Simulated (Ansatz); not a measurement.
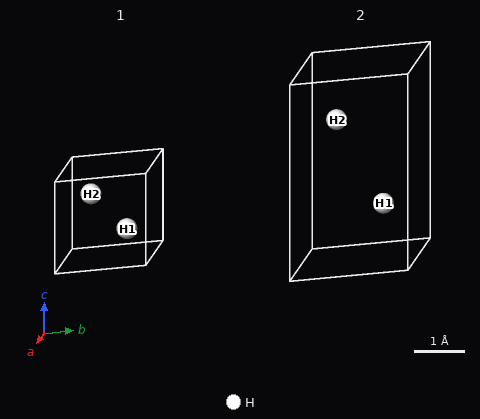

Two geometries of crystalline H (a generated structure, set up in P6_3/mmc), drawn at one scale. One is the start of a relaxation, the other its converged end. The picture is a ball-and-stick view of the cell of the calculation, seen slightly off an axis.

All numbers below come from DFT, PBE, PAW with Ansatz's default frozen-core files, scalar-relativistic (Ansatz). Settings: plane-wave cutoff 420 eV; k-point mesh 17 × 17 × 9; occupations fermi dirac; smearing width 0.05 eV; no spin polarisation; cell and atoms relaxed; force threshold 0.005 eV/Å; at most 80 steps.

Which of the two is the end point?

Answer. Structure 1 is the relaxed one. Case: cell and atoms relaxed from a first guess. The energy falls by 2.170 eV per cell of the calculation in 19 accepted moves (23 points after the start). All forces vanish by symmetry, so only the cell relaxes. The pressure goes from −14.16 to 0.01 GPa. The line search rejected the trial steps at points 13, 15 of the run. The SCF was repeated twice at an unchanged geometry on a basis and grid sized afresh for the cell, which shifted the energy by 4.9 meV per cell of the calculation at most. The atoms keep their places relative to the cell (all moves are under 0.005 Å). Cell: a = b 2.512 → 1.932 Å (−23.1 %), c 4.070 → 1.905 Å (−53.2 %). Volume −72.3 %. The space group stays P6_3/mmc (No. 194). The run took of the order of 10 core-seconds on a shared host.
